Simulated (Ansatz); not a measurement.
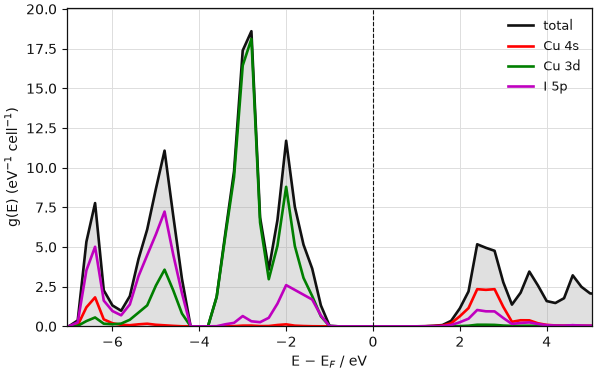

Density of states. Energies are counted from the Fermi level. The partial curves are projected on Löwdin-orthogonalised atomic shells; they sum to less than the total at higher energies, where shells without a projector contribute.

The material is CuI, space group P4/nmm, 4 atoms in the cell.

Method: DFT, r2SCAN, PAW with Ansatz's default frozen-core files, scalar-relativistic, no spin polarisation, 6×6×4 k mesh, 500 eV cutoff (Ansatz 0.2.0).

Metal or insulator, going by the density of states?

There is a gap; over the k points computed it is 2.09 eV.

Where is the tallest peak in the window, and which states make it?

The tallest peak in the window is at −2.8 eV; by projected weight it is Cu 3d almost alone.

Where is the centre of the Cu 3d band?

Over the range shown, the centre of the Cu 3d weight lies 2.9 eV below the Fermi level, and the shell is essentially full.

How wide is the upper valence band?

The upper group of valence states starts about 2.5 eV under the valence-band top (which lies at −1.1 eV on this axis), with a gap beneath it; it holds about 20 electrons a cell.

Which states form the band edges?

By projected weight, the top eV of the valence band is Cu 3d (65 %) and I 5p (30 %); the bottom eV of the conduction band is Cu 4s (65 %) and I 5p (25 %).

Spin-orbit coupling is left out, which matters for I.
